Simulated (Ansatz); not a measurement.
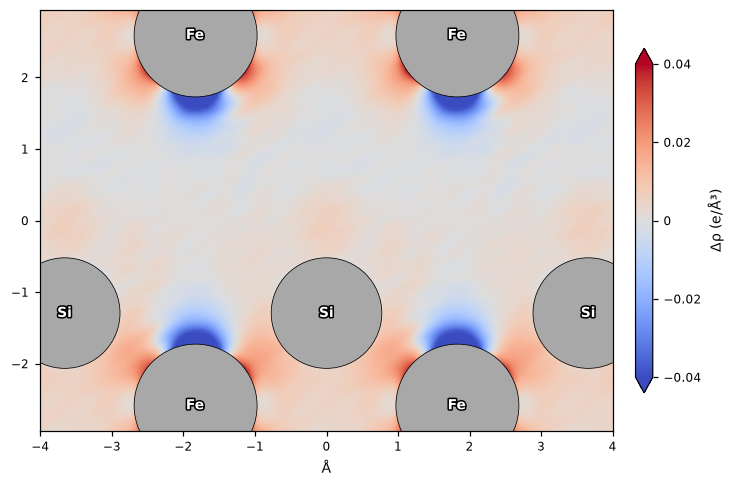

FeSi. Difference of the valence pseudo-densities of two functionals at the same geometry, on the (11̄0) plane of the calculation cell: one of PBE and r2SCAN less the other.

Both computed with Ansatz (plane waves, PAW), on the same k-point mesh. Grey discs cover the atomic cores.

Which was subtracted from which, and what does the map show?

Answer. It is r2SCAN less PBE. Against PBE, r2SCAN gives less density around Fe (−0.006 e/Å³ on average at 1.0 Å from the nucleus), more density around Si (+0.006 e/Å³ on average at 0.9 Å from the nucleus) and a change of +0.018 e/Å³ at the midpoint of Fe–Si.
